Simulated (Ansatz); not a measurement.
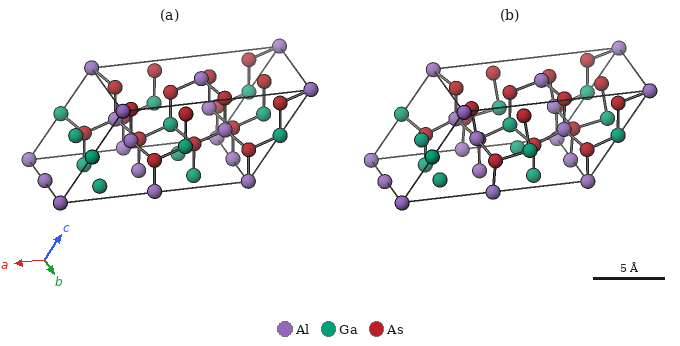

The structure of crystalline Al4Ga4As7 (a generated structure, set up in P1) (coarse preliminary run) before (left) and after (right) a relaxation, at one scale.

The picture is a ball-and-stick view of the larger cell on standard axes (2 times the calculation's cell) (origin shifted), seen from a free direction.

Case: 1 of 8 As atoms taken out at random.

The calculation used DFT r2SCAN, scalar-relativistic, plane waves, PAW in Ansatz.

The input:
```yaml
crystal:
  lattice:
    - [-4.0118111742, 2.3162202614, -6.5502503557]
    - [4.0118111742, 2.3162202614, -6.5502503557]
    - [0.0, -4.6324405227, -6.5502503557]
  atoms:
    - { symbol: Al, position: [0.5008952177, 0.9958560012, 0.5021374986] }
    - { symbol: Al, position: [0.0021005236, 0.5026532022, 0.4972358527] }
    - { symbol: Al, position: [0.5026299432, 0.4950978995, 0.9983050279] }
    - { symbol: Al, position: [0.9993748145, 0.9975121981, 0.9992964464] }
    - { symbol: Ga, position: [0.9994668293, 0.5017979487, 0.9985952037] }
    - { symbol: Ga, position: [0.4976968808, 0.9978830906, 0.0051414766] }
    - { symbol: Ga, position: [0.9977210299, 0.9941100156, 0.4999499448] }
    - { symbol: Ga, position: [0.4932063354, 0.5023167471, 0.5022383905] }
    - { symbol: As, position: [0.3798662836, 0.8718094178, 0.3755023153] }
    - { symbol: As, position: [0.8790833347, 0.3752873054, 0.3721998991] }
    - { symbol: As, position: [0.3763140783, 0.3778656661, 0.8752616168] }
    - { symbol: As, position: [0.8757118947, 0.3696432359, 0.8758712984] }
    - { symbol: As, position: [0.3744563278, 0.870197231, 0.8796505332] }
    - { symbol: As, position: [0.8786881507, 0.8705974102, 0.373506077] }
    - { symbol: As, position: [0.3747522776, 0.3724814765, 0.3734397876] }
  symmetry: { detect: false }
basis:
  ecutwfc: 500
kpoints:
  mp_grid: { grid: [2, 2, 2], shift: [0.5, 0.5, 0.5] }
hamiltonian:
  xc: r2scan
scf:
  occupations: { method: gaussian, width: 0.1 }
  lower_state_search: "off"
output:
  forces: true
  stress: true
  eigenvalues: true
relax:
  adjacent_minimum: "off"
  f_tol: 0.04
  max_steps: 50
  cell: { stress_tol: 0.3 }
```

Command:
```bash
ansatz run input.yaml --threads 4 --pin off --max-ram 9216MiB --backend cpu --events-out ev --progress --plain --runs-dir out
```

Describe what moved and what it gained.

The largest move relative to the cell is that of Ga7, 0.45 Å roughly along [−2 3 −2]. Largest moves by element: Ga 0.45 Å, Al 0.40 Å, As 0.23 Å. Cell: a 13.895 → 13.761 Å (−1.0 %), b 8.024 → 8.025 Å (0.0 %), c 8.023 → 7.929 Å (−1.2 %), α 90.0° → 89.7°, γ 90.0° → 89.4°. Volume −2.0 %. Near-neighbour distances that change, for instance: Ga5–As10 2.448 → 2.598 Å, Ga7–As14 2.417 → 2.560 Å, Ga6–As11 2.490 → 2.387 Å, Ga7–As10 2.498 → 2.599 Å. Bond angles that change, for instance: Ga5–As10–Ga7 109.9° → 133.9°, Al4–As13–Ga6 109.6° → 89.8°, As10–Ga7–As14 110.8° → 95.9°. The space group (tolerance 0.01 Å) goes from P1 (No. 1) to Cm (No. 8). The energy falls by 27.8 meV per atom in 10 accepted moves (11 points after the start). Largest force component: 0.78 eV/Å at the start, 0.023 eV/Å at the end. The pressure goes from −0.67 to 0.03 GPa. The SCF was repeated once at an unchanged geometry on a basis and grid sized afresh for the cell, which shifted the energy by 0.1 meV per atom at most. The run took 75 s on 4 threads of AMD EPYC 9R45 96-Core Processor (Zen 5) (shared host), peak memory 1.8 GiB.

Limits of the set-up: the k-point mesh is coarse for a cell with partly filled bands.
